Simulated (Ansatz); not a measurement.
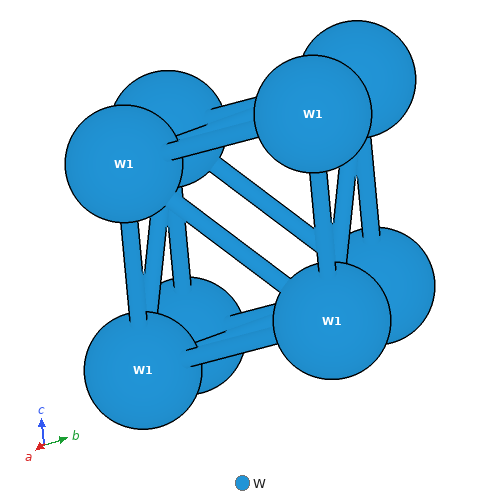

The system is W (Fm-3m, No. 225; 1 atom in the cell); the picture shows the reference structure. The energy is mapped over two homogeneous strains (x, y and z along the cube axes). Coordinates scanned: (1) engineering shear strain xz; (2) normal strain along z. Nothing is relaxed (symmetry fixes all fractional coordinates). The grid has 9 × 9 points; 45 points were computed and 36 follow by symmetry. Points are written as (first, second). Energies: meV/atom, counted from the relaxed crystal. The calculation used Ansatz 0.2.0, DFT LDA, scalar-relativistic, plane waves, PAW. Settings: cutoff 420 eV, k-mesh 20×20×20, gaussian smearing 0.15 eV, no spin polarisation.

Its coordinates:

```xyz
1
Lattice="0.0000 1.9865 1.9865 1.9865 0.0000 1.9865 1.9865 1.9865 0.0000" Properties=species:S:1:pos:R:3 pbc="T T T"
W     0.0000    0.0000    0.0000
```

Range: engineering shear strain xz from −30.0 to 30.0 %; normal strain along z from −15.00 to 15.00 %.

Q: What will the energy surface look like?

A: The lowest grid point is at (−7.5 %, 0.00 %), −19 meV/atom from the relaxed crystal; the map holds 2 wells of about this depth. The bottom of the well lies between grid points, at about (−11.9 %, 1.06 %), about 9 meV/atom lower on the interpolated surface. The reference structure, at (0.0 %, 0.00 %), is a saddle of this map. No other kind of well shows on this grid. The highest grid point, (−30.0 %, −15.00 %), lies 1566 meV/atom above the lowest. On the interpolated surface the easiest way out of the lowest well to a well of about the same depth near (7.5 %, 0.00 %) passes a barrier of about 28 meV/atom, counted from the interpolated bottom of the well. Round the minimum the valley is somewhat tilted: raising engineering shear strain xz shifts the best value of normal strain along z downwards (coupling k₁₂/√(k₁₁k₂₂) about 0.3). The reference (Fm-3m) is not the lowest structure on this map: a distortion lowers the energy (space group Immm at the lowest grid point).

| normal strain along z ↓, engineering shear strain xz → | −30.0 | −22.5 | −15.0 | −7.5 | 0.0 | 7.5 | 15.0 | 22.5 | 30.0 |
| --- | --- | --- | --- | --- | --- | --- | --- | --- | --- |
| 15.00 | 256 | 185 | 170 | 177 | 182 | 177 | 170 | 185 | 256 |
| 11.25 | 210 | 106 | 79 | 88 | 95 | 88 | 79 | 106 | 210 |
| 7.50 | 207 | 60 | 16 | 26 | 38 | 26 | 16 | 60 | 207 |
| 3.75 | 253 | 54 | −18 | −10 | 8 | −10 | −18 | 54 | 253 |
| 0.00 | 356 | 92 | −17 | −19 | 0 | −19 | −17 | 92 | 356 |
| −3.75 | 525 | 180 | 20 | −6 | 7 | −6 | 20 | 180 | 525 |
| −7.50 | 770 | 325 | 101 | 36 | 36 | 36 | 101 | 325 | 770 |
| −11.25 | 1105 | 539 | 237 | 120 | 101 | 120 | 237 | 539 | 1105 |
| −15.00 | 1547 | 840 | 441 | 262 | 219 | 262 | 441 | 840 | 1547 |

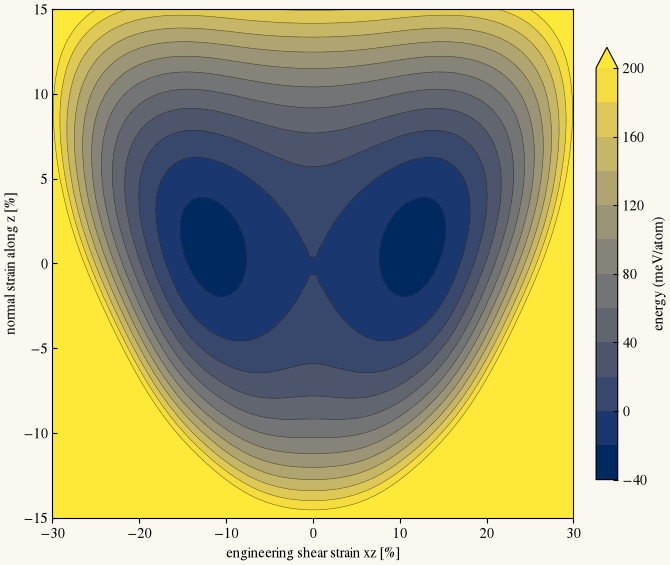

In the figure: filled contours, one colour for all values above the top of the scale. Between grid points the surface is interpolated.

Time for the 45 points that were run: 4.6 min on 1 thread of AMD EPYC 9R45 96-Core Processor (Zen 5), with other jobs on the host.

PAW datasets: the set soft_1.
